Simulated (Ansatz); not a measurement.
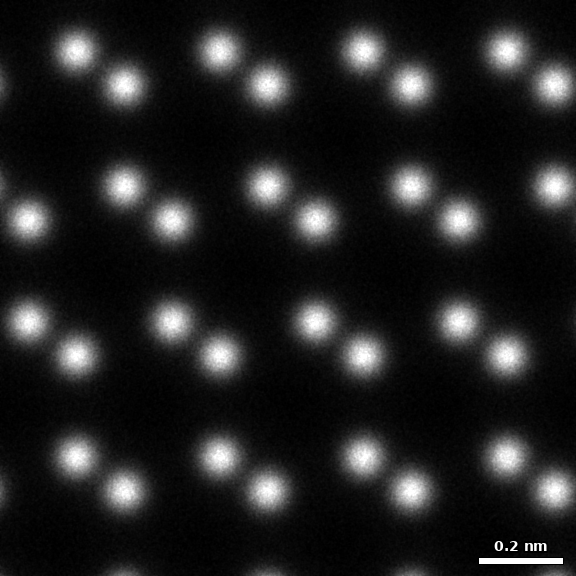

Dark-field STEM-like image of Pt. The image is simulated as a sum over atoms of Z^1.7, blurred by a 0.73 Å probe (no channelling). The probe carries 25 % of its weight in a tail 2.5 times as wide. Shot noise was added.

> Measure the repeat of the pattern.

The pattern repeats on a centred rectangular net of 4.0 × 5.7 Å.

> What is the plane group of the image?

c2mm: perpendicular mirror lines on a centred net, with further twofold points between them.

> How many columns does the smallest repeating cell hold, and how many levels of brightness?

2 columns in the primitive cell of 11.5 Å², all of one brightness.

The crystal is Pt (Fd-3m, No. 227) seen along [110]. Atomic positions: coordinates from a relaxation with DFT, PBEsol, plane waves (420 eV) with PAW, scalar-relativistic in Ansatz 0.2.0; the starting structure was generated, so it need not be a known form of this composition.
